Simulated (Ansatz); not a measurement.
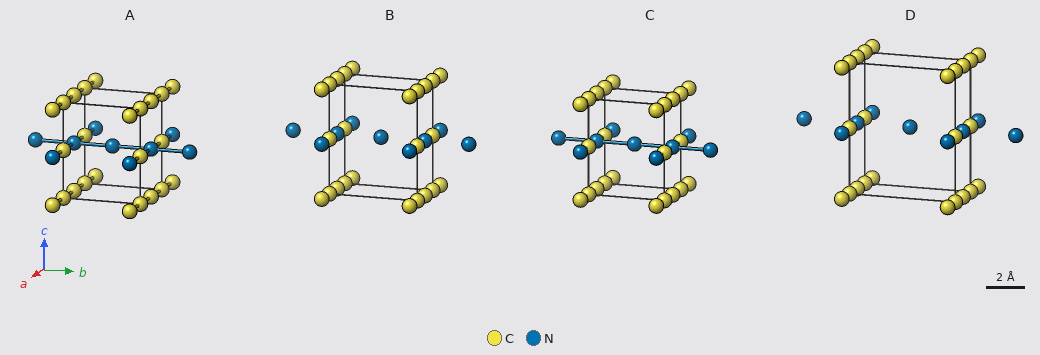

4 geometries from one relaxation of a crystal of C3N2 (a generated structure, set up in Pmmm) (coarse preliminary run), in shuffled order. Style: ball-and-stick. Shown: the cell of the calculation, slightly off an axis.

Theory: Ansatz 0.2.0, DFT PBE, scalar-relativistic, plane waves, PAW. Settings: plane-wave cutoff 420 eV; k-point mesh 6 × 4 × 4; occupations gaussian; smearing width 0.1 eV; collinear spin; cell and atoms relaxed; force threshold 0.04 eV/Å; at most 70 steps.

### Order the frames from highest to lowest energy.

A, C, B, D. They are steps 0, 5, 10, 22, at +2326 meV per atom, +462 meV per atom, +119 meV per atom relative to the last. After 18 accepted moves (22 points after the start) the energy has fallen by 2326 meV per atom. All forces vanish by symmetry, so only the cell relaxes. The pressure goes from −23.77 to 0.06 GPa. The SCF was repeated 4 times at an unchanged geometry on a basis and grid sized afresh for the cell, which shifted the energy by 51.9 meV per atom at most. No atom moves by more than 0.005 Å relative to the cell. The drawn cell changes as follows: a 3.507 → 2.503 Å (−28.6 %), b 4.314 → 5.923 Å (+37.3 %), c 5.201 → 7.149 Å (+37.5 %); the volume changes by +34.7 %. Near-neighbour distances that change, for instance: N–N 2.157 → 2.961 Å, C–N 1.753 → 1.251 Å, C–C 1.753 → 1.251 Å. The space group stays Pmmm (No. 47). The program noted that the starting moments weren't kept. The run may lie on a higher electronic state than the lowest, so the end point isn't shown to be the ground-state structure. Cost: 4.9 min on 1 thread of Arm Neoverse V1, with other jobs on the host, peak memory 0.48 GiB.
